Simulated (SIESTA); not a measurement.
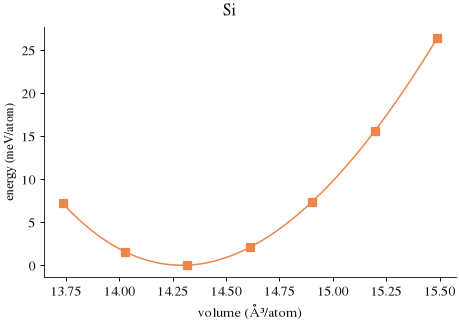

The figure shows the energy against volume for Si, space group Cmce (No. 64).

Cell as given: a = 5.078 Å, b = 5.078 Å, c = 5.183 Å, α = 90.00°, β = 90.00°, γ = 61.00°; 8 atoms.

How it was computed, with SIESTA 5.4.2: DFT in numerical atomic orbitals with pseudopotentials, no spin polarisation; energies at scaled volumes of the given cell, shape and fractions fixed, counted from the fit's minimum, third-order Birch-Murnaghan fit. Level: LDA.

- k mesh: 4×4×4
- occupations: Fermi–Dirac
- smearing width: 0.05 eV
- potentials: PseudoDojo 0.4 standard, converted to PSML, two zetas on semicore shells
- program settings: basis DZP, mesh cutoff 500 Ry

Tabulate the plotted points.

```csv
volume (Å³/atom),energy (meV/atom)
13.73,7.18
14.03,1.58
14.32,0.01
14.61,2.08
14.90,7.39
15.20,15.60
15.49,26.35
```

Limits of the calculation: mulliken charges of long orbitals; shape and atomic fractions are frozen while scaling, which makes layered, chain and framework solids too stiff.
